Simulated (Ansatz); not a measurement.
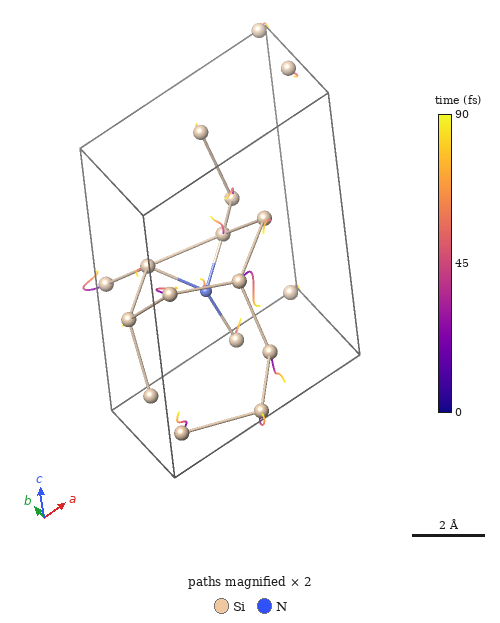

First-principles dynamics of Si with an interstitial N (17 atoms in the cell), 90 fs long. It starts from the last geometry of an earlier run. Lines trace each atom's path, coloured by time; spheres stand at the starting positions. The excursions are magnified 2 times. Seen slightly off an axis in the reduced simulation cell.

All numbers below come from DFT PBE, scalar-relativistic, plane waves, PAW (Ansatz). Set-up: plane-wave cutoff 420 eV; k-point mesh 2 × 2 × 2; Fermi-Dirac smearing 0.05 eV; spin collinear; Nosé-Hoover thermostat (NVT); set temperature 840 K; time step 1 fs; atoms at rest at the start; thermostat time 100.0 fs.

**How do the atoms move?**

Root-mean-square distances from the starting positions over the second half, with the common drift of all atoms taken out: Si 0.23 Å, N 0.18 Å. The run lasts only 90 fs, too short to tell vibration from diffusion. The mean temperature in the second half is 559 K (standard deviation 107 K). That is still far from the set 840 K: the thermostat hasn't settled it within this run. The potential energy in the second half lies on average 52.0 meV per atom below the first frame. The atoms start at rest, so the thermostat has only the motion that the forces set off to work on.

Limits of the set-up: the k-point mesh is coarse for a cell with partly filled bands; the periodic images lie only 7.7 Å apart, so the values are limited by the cell's size.

PAW datasets: the set soft_1.
